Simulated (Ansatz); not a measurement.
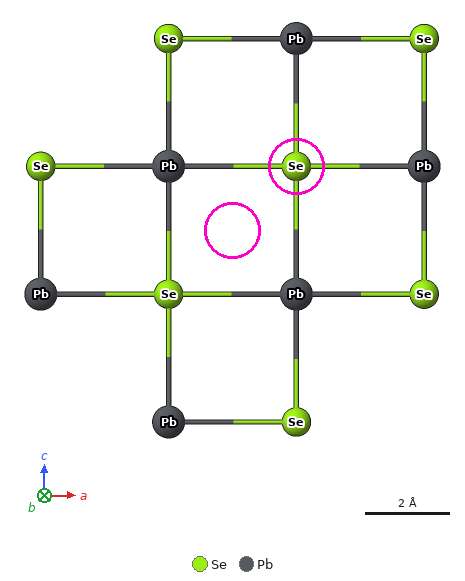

Perfect PbSe. A ball-and-stick model of the atoms within 6.0 Å of one point, in a slice 4.2 Å thick across the line of sight, seen along the b axis.

Computed with DFT, PBEsol, PAW, plane waves in Ansatz. (plane-wave cutoff 420 eV; k-point mesh 1 × 1 × 1; mesh shifted by (0.25, 0.25, 0.25); no spin polarisation) Fermi-Dirac smearing of 0.01 eV. A uniform background neutralises the charged cell. The axes drawn are those of the host's conventional cell.

A selenium atom is replaced by hydrogen and an extra selenium atom is put between the host's atoms (an interstitial), the two sites 2.6 Å apart at the ringed places, in charge state +1. The supercell has 64 sites, and the atoms are relaxed at the host's cell.

### Predict the relaxed surroundings of the defect.

In the host the Se atom has 6 Pb at 3.05 Å; the H atom ends with 1 Se at 1.52 Å. The Se atom starts with 4 Pb at 2.64 Å, 4 Se at 2.64 Å around its place and ends with 1 H at 1.52 Å. Of the host's atoms, a lead atom moves furthest from its site, by 0.29 Å. The H atom itself moves 1.54 Å from where it was put. The Se atom itself moves 2.67 Å from where it was put.

The relaxed defect, seen from the same direction:

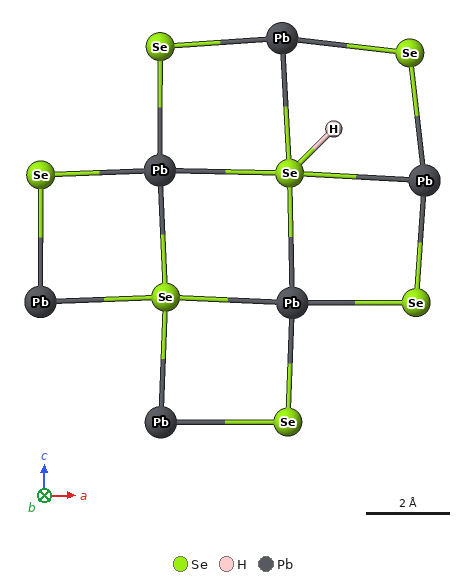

Limits of the set-up: the cell is charged, on a uniform background, and energies carry no finite-size correction.
